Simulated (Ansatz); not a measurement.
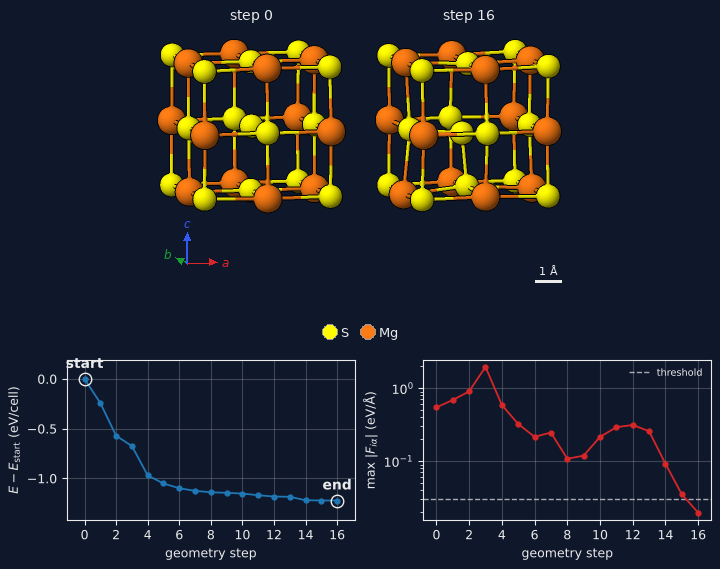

First and last geometry of a relaxation of a defect cell of composition S$_{33}$Mg$_{31}$, with the history of the run. The picture is a ball-and-stick view of the atoms within 5.0 Å of the atom that moves most (axes of the cell of the calculation (origin shifted)), seen slightly off an axis.

Theory: Ansatz, DFT, PBEsol, PAW, plane waves. Set-up: plane-wave cutoff 420 eV; k-point mesh 1 × 1 × 1; mesh shifted by (0.25, 0.25, 0.25); no spin polarisation; atoms relaxed in a fixed cell; force threshold 0.03 eV/Å; at most 80 steps.

> What do the curves and the structures tell?

It converged. The largest move is that of an S atom, 0.39 Å roughly along [−1 0 −1]. By element the largest moves are S 0.39 Å, Mg 0.23 Å. The lattice vectors keep their values. Near-neighbour distances that change, for instance: S–S 2.577 → 2.139 Å, Mg–S 2.529 → 2.623 Å, Mg–S 2.605 → 2.679 Å, Mg–S 2.549 → 2.622 Å. New bonds form, among them: S–S (2.57 → 2.14 Å), S–S (2.58 → 2.14 Å). Over 16 geometry steps the energy falls by 1.222 eV per cell of the calculation. Largest force component: 0.55 eV/Å at the start, 0.02 eV/Å at the end.
